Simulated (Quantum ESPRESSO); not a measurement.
**Relaxation of cell and atoms, with input and output: Bi**

- system: Bi (P2/m, 2 atoms in the cell)
- method: Kohn-Sham DFT of a periodic cell, PBEsol with rVV10, PseudoDojo 0.4.1 SR PBEsol standard, no spin polarisation (Quantum ESPRESSO 7.5)

The structure derives from a Materials Project entry.

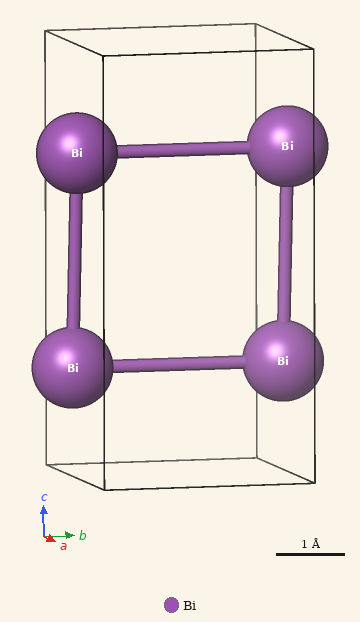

*The input geometry (ball-and-stick view of the cell of the calculation, seen slightly off an axis). An atom can appear more than once, as a periodic image.*

Summary

```json
{"quantity": "outcome", "value": "converged"}
{"quantity": "space group (tolerance 0.01 Å)", "value": "P2/m (10) → P4/mmm (123)"}
{"quantity": "electrons treated", "value": "30"}
{"quantity": "free energy", "value": "−4454.9956 eV"}
{"quantity": "Fermi energy", "value": "10.862 eV"}
{"quantity": "gap on the k-point mesh", "value": "none (metallic)"}
{"quantity": "pressure", "value": "0.02 GPa"}
{"quantity": "final volume", "value": "64.40 Å³"}
{"quantity": "largest force (length of the vector) at the end", "value": "0.002 eV/Å"}
{"quantity": "final cell", "value": "a = 3.208 Å, b = 3.207 Å, c = 6.260 Å, α = 90.00°, β = 90.03°, γ = 90.00°"}
{"quantity": "hardware", "value": "2 threads of Arm Neoverse V2, 24 GiB of memory available, shared host"}
{"quantity": "wall time", "value": "6.1 min (CPU time 12 min)"}
{"quantity": "peak memory", "value": "0.28 GiB"}
```

Notes

Further notes kept with the run: rVV10 parameter b fitted to another functional; SCF correction compared to forces is large. Points of doubt noted for this run: coarse mesh; rvv10 parameter b fitted to another functional. Spin–orbit coupling is left out, which matters for Bi.

Input
```python
import numpy as np
from ase.calculators.espresso import Espresso, EspressoProfile
import spglib
from ase import Atoms
from ase.io import read

atoms = read('Bi.cif')
cell, pos, num = spglib.standardize_cell((atoms.cell[:], atoms.get_scaled_positions(), atoms.numbers), to_primitive=True, symprec=1e-4)
atoms = Atoms(numbers=num, cell=cell, scaled_positions=pos, pbc=True)

input_data = {
    'control': {'calculation': 'scf', 'prefix': 'pwscf', 'outdir': './tmp', 'tprnfor': True, 'tstress': True, 'disk_io': 'low'},
    'system': {'ecutwfc': 66.0, 'nbnd': 22, 'input_dft': 'sla+pw+psx+psc+vv10', 'occupations': 'smearing', 'smearing': 'fd', 'degauss': 0.00367493},
    'electrons': {'conv_thr': 4e-10, 'electron_maxstep': 120, 'mixing_beta': 0.5},
}
pseudopotentials = {'Bi': 'Bi.upf'}
profile = EspressoProfile(command='mpirun -n 2 pw.x -nk 2', pseudo_dir='pseudo')
dft = Espresso(profile=profile, input_data=input_data, pseudopotentials=pseudopotentials, kpts=(7, 7, 3), koffset=(0, 0, 0))
atoms.calc = dft

from ase.optimize import BFGS
from ase.filters import FrechetCellFilter
done = BFGS(FrechetCellFilter(atoms), trajectory='opt.traj').run(fmax=0.02, steps=30)
print('converged', done)
print('cell (A)', np.round(atoms.cell.cellpar(), 5))
print(f'energy {atoms.get_potential_energy():.8f} eV')
print('forces (eV/A)')
print(np.round(atoms.get_forces(), 6))
print('stress (eV/A^3, Voigt)')
print(np.round(atoms.get_stress(), 8))
print(f'Fermi level {dft.get_fermi_level():.4f} eV')
```

File Bi.cif
```
data_Bi
_cell_length_a 3.23837625
_cell_length_b 3.22164332
_cell_length_c 6.44439103
_cell_angle_alpha 90.00000000
_cell_angle_beta 90.71532667
_cell_angle_gamma 90.00000000
_space_group_name_H-M_alt 'P2/m'
_space_group_name_Hall '-P 2y'
_space_group_IT_number 10
loop_
_space_group_symop_operation_xyz
'x,y,z'
'-x,-y,-z'
'-x,y,-z'
'x,-y,z'
loop_
_atom_site_label
_atom_site_type_symbol
_atom_site_symmetry_multiplicity
_atom_site_Wyckoff_symbol
_atom_site_fract_x
_atom_site_fract_y
_atom_site_fract_z
_atom_site_occupancy
Bi1 Bi 2 m 0.5442472500 0.0000000000 0.7495778900 1
```

Run as:
```bash
OMP_NUM_THREADS=1 python run.py
```

The program's output
```
Step          Energy          fmax
BFGS:    0    -4454.951593        1.166517
BFGS:    1    -4454.969752        0.887804
BFGS:    2    -4454.991598        0.177275
BFGS:    3    -4454.992359        0.044514
BFGS:    4    -4454.992436        0.036510
BFGS:    5    -4454.992611        0.030237
BFGS:    6    -4454.992653        0.033651
BFGS:    7    -4454.992912        0.027151
BFGS:    8    -4454.993006        0.028098
BFGS:    9    -4454.993068        0.026733
BFGS:   10    -4454.993147        0.025181
BFGS:   11    -4454.993271        0.040462
BFGS:   12    -4454.993390        0.037858
BFGS:   13    -4454.993497        0.031469
BFGS:   14    -4454.993557        0.034408
BFGS:   15    -4454.993656        0.034274
BFGS:   16    -4454.993850        0.065707
BFGS:   17    -4454.994235        0.092260
BFGS:   18    -4454.994760        0.085299
BFGS:   19    -4454.995123        0.039781
BFGS:   20    -4454.995202        0.007834
converged True
cell (A) [ 3.20752  3.20734  6.25974 90.      90.02721 90.     ]
energy -4454.99520238 eV
forces (eV/A)
[[ 0.000203  0.       -0.002282]
 [-0.000203 -0.        0.002282]]
stress (eV/A^3, Voigt)
[-1.7445e-04 -2.4331e-04  1.8360e-05  0.0000e+00 -3.6730e-05  0.0000e+00]
Fermi level 10.8617 eV
```

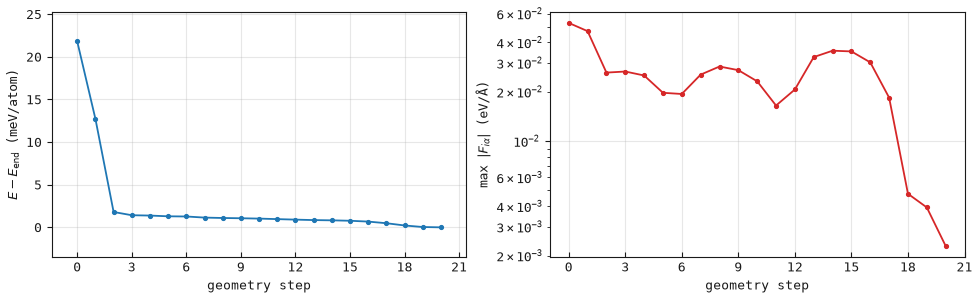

*Progress of the relaxation, step by step (steps are counted from 0).*

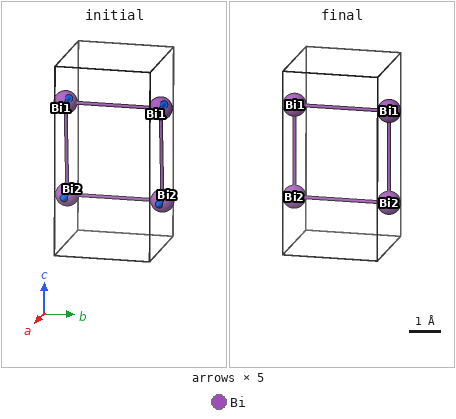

*Before (left) and after (right) the relaxation, at one scale (ball-and-stick view of the cell of the calculation, seen slightly off an axis). The blue arrows give the displacements (without the part carried along by the change of the cell), magnified 5 times.*

The largest moves relative to the cell, 0.14 Å, are those of Bi1 and Bi2. The volume changes by −4.2 %, with a 3.238 → 3.208 Å (−1.0 %), b 3.222 → 3.207 Å (−0.4 %), c 6.444 → 6.260 Å (−2.9 %), β 90.7° → 90.0°. Among the contacts that change: Bi1–Bi2 3.244 → 3.129 Å, Bi1–Bi1 3.238 → 3.208 Å. Among the angles that change: Bi1–Bi2–Bi1 169.8° → 179.9°, Bi1–Bi2–Bi2 95.8° → 90.0°, Bi1–Bi2–Bi2 84.2° → 90.0°. The space group (tolerance 0.01 Å) goes from P2/m (No. 10) to P4/mmm (No. 123). Over 20 geometry steps the energy falls by 21.8 meV per atom. The largest force component goes from 0.053 to 0.0023 eV/Å. (Atoms are counted from 1 in the order of the input.)
